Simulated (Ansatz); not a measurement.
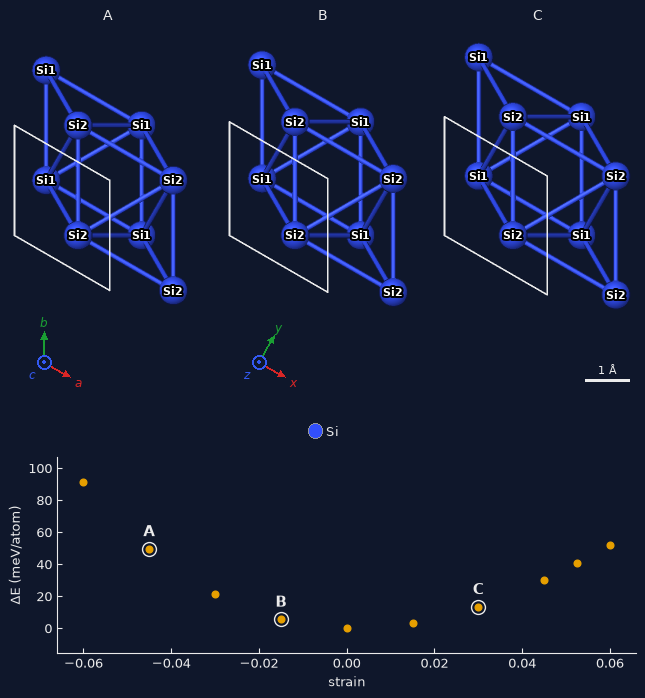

Energy scan for solid Si (P6_3/mmc), in which the cell is strained equally along x and y, with the atoms kept at their fractional coordinates. x, y and z are the Cartesian axes of the input. The lettered frames are marked on the plot. Style: ball-and-stick. Shown: the cell of the calculation, repeated 2 × 2 × 1 with one cell outlined, along the c axis.

Computed with DFT PBEsol, scalar-relativistic, plane waves, PAW in Ansatz. Set-up: plane-wave cutoff 420 eV; k-point mesh 21 × 21 × 10; occupations gaussian; smearing width 0.15 eV; no spin polarisation. Energies (free energies at the smearing named) are counted from the cell as listed in its source, which wasn't relaxed.

Question: What does the scan show?

Answer: Of the computed points the lowest is at the strain 0.00, 0.0 meV/atom. The curvature at zero strain, (1/V) d²E/dε², is about 450 GPa; it is C₁₁ + C₂₂ + 2C₁₂ with clamped ions. The distortion keeps the space group P6_3/mmc. At the strain −0.06 the cell of the drawing goes a 2.666 → 2.506 Å, b 2.666 → 2.506 Å.
